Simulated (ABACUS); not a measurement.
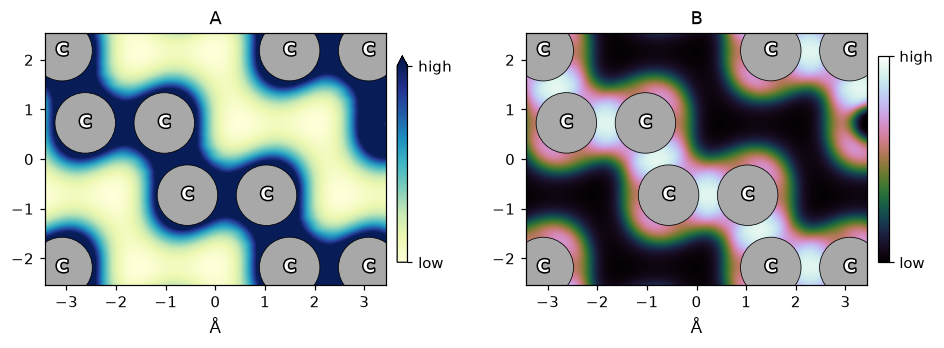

C: 2 fields on the (110) plane of the standardised cell, with unlabelled colour scales. Grey discs cover the atomic cores.

Space group C2/m; changed on purpose from its base cell (atoms moved at random by about 0.05 A); not relaxed (largest force 1.7 eV/Å); computed pressure about 6 GPa in this cell.

Level of theory: Kohn-Sham DFT of a periodic cell, PBE, PseudoDojo NC SR 0.4.1 PBE standard in ABACUS.

```xyz
6
Lattice="1.7834 0.0000 -1.7834 -1.7834 1.7834 0.0000 3.5667 3.5667 3.5667" Properties=species:S:1:pos:R:3 pbc="T T T"
C     0.4610    0.4610    0.4610
C     2.2444    2.2444    0.4610
C     2.2443    4.0277    2.2444
C     1.3259    1.3187   -0.4538
C     1.3259    3.1020    1.3296
C     3.1093    4.8854    1.3296
```

> Which field does each panel show? The fields are: electron localisation function and valence pseudo-density.

Panel A: valence pseudo-density. Panel B: electron localisation function. From the grid: C–C (1.53 Å): the density is about 1.6 e/Å³ at the midpoint; the ELF peaks at about 0.95 between the atoms: a covalent bond. C–C (1.59 Å): ρ at the midpoint is about 1.4 e/Å³; the ELF peaks at about 0.95 between the atoms; a shared electron pair.
